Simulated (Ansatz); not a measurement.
```xyz
33
Lattice="5.4701 5.4701 -5.4701 -5.4701 -5.4701 -5.4701 -5.4701 5.4701 5.4701" Properties=species:S:1:pos:R:3 pbc="T T T"
Si   -4.0932   -4.0188   -6.8424
Si   -1.3792   -1.3509   -6.8099
Si    1.3538    1.3823   -6.8100
Si   -4.1048    1.3720   -6.8312
Si   -1.3640    1.3670   -9.5723
Si   -4.1160   -1.3413   -4.0864
Si   -1.3730    1.3758   -4.0832
Si    1.3443    4.1189   -4.0864
Si    4.0218    4.0963   -6.8425
Si   -6.8430    1.3853   -4.0931
Si   -4.0936    4.0966   -4.0181
Si   -1.3690    4.1078   -6.8310
Si   -4.1261    1.3827   -1.3501
Si   -1.3797    4.1293   -1.3500
Si   -1.3825    6.8458   -4.0931
Si   -4.1048    4.1078    1.3738
Si   -0.0013    0.0042   -2.7431
Si   -2.7217   -2.7015   -8.2138
Si   -0.0108    0.0138   -8.1681
Si   -0.0132    5.4850   -2.7204
Si    2.7016    5.4840   -5.4553
Si   -5.4810   -2.6985   -5.4553
Si   -2.7455    0.0148   -5.4525
Si   -0.0119    2.7484   -5.4525
Si    2.7045    2.7249   -8.2138
Si   -2.7458    5.4863    0.0162
Si   -5.4712    2.7254   -5.4648
Si   -2.7382    2.7413   -8.1973
Si   -5.4821    0.0161   -2.7204
Si   -2.7224    2.7254   -2.7005
Si   -2.7226    5.4740   -5.4647
Si   -5.4834    2.7486    0.0164
Ni   -5.0221    5.0249   -5.9143
```

The program warned that a starting moment wasn't kept; spin-polarised, but the moments vanished.

Level of theory: DFT PBE, scalar-relativistic, plane waves, PAW (Ansatz).

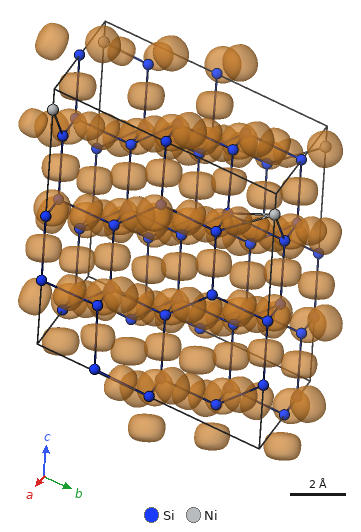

Si$_{32}$Ni (cell with a defect). Isosurface of the electron localisation function at 0.8 (orange), seen slightly off an axis. Core shells and regions of very low density are left out. Sticks mark near contacts.

Core electrons are frozen (PAW), and the valence fields are smoothed inside the atomic spheres.

Q: What do the ELF domains correspond to?

A: The ELF exceeds this value in 64 regions between bonded Si–Si atoms (shared pairs), counted in one cell of 33 atoms. Regions shared between cells count once. Along the contacts the grid gives the following. Si–Ni (2.31 Å): the ELF peaks at about 0.65 in the valence shell of Si, 0.9 Å from its nucleus, and is about 0.45 at the midpoint. Si–Si (2.34 Å): the ELF peaks at about 0.95 between the atoms.

Q: Does the calculation give a band gap?

A: It is gapped, with a Kohn–Sham gap of 0.83 eV on the k-point mesh (the band edges may lie off the mesh, which would make the gap smaller).
